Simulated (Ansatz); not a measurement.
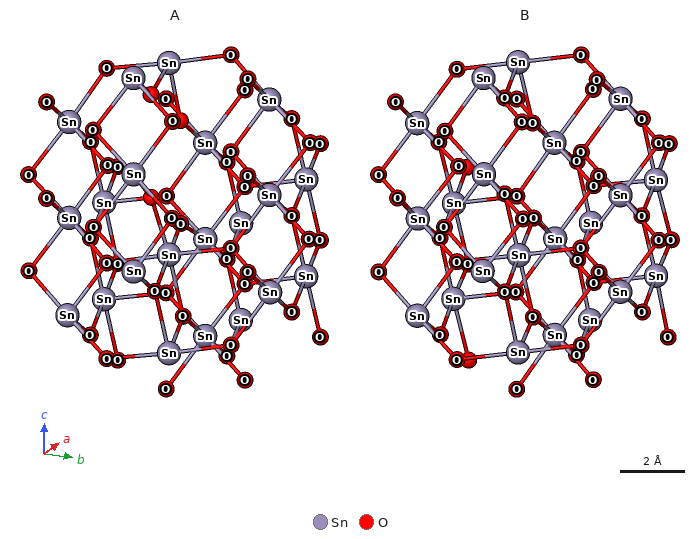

Two geometries of a defect cell of composition Sn23O48 (cell charge −1), drawn at one scale. One is the start of a relaxation, the other its converged end. Style: ball-and-stick. Shown: the atoms within 5.8 Å of the atom that moves most (axes of the cell of the calculation (origin shifted)), from a free direction.

The calculation used DFT, PBEsol, PAW, plane waves in Ansatz. Settings: plane-wave cutoff 420 eV; k-point mesh 1 × 1 × 1; mesh shifted by (0.25, 0.25, 0.25); collinear spin; atoms relaxed in a fixed cell; force threshold 0.03 eV/Å; at most 80 steps.

### Which one is relaxed?

Structure A is the relaxed one. After 5 geometry steps the energy has fallen by 1.076 eV per cell of the calculation. Largest force component: 2.2 eV/Å at the start, 0.024 eV/Å at the end. The largest move is that of an O atom, 0.20 Å along [−3 −1 −3]. Largest moves by element: O 0.20 Å, Sn 0.08 Å. The cell stays as it was. Some distances before and after: O–Sn 1.974 → 2.068 Å, O–Sn 2.097 → 2.012 Å, O–Sn 2.028 → 2.092 Å, O–Sn 2.013 → 2.071 Å. Bond angles that change, for instance: O–Sn–O 76.9° → 85.2°, O–Sn–O 77.8° → 85.6°, Sn–O–Sn 128.0° → 135.5°. The run took 14 s on 1 × NVIDIA GB300 Max-Q with 8 threads of Arm Neoverse-V2, peak memory 2 GiB.

Limits of the set-up: the cell is charged, on a uniform background, and energies carry no finite-size correction.
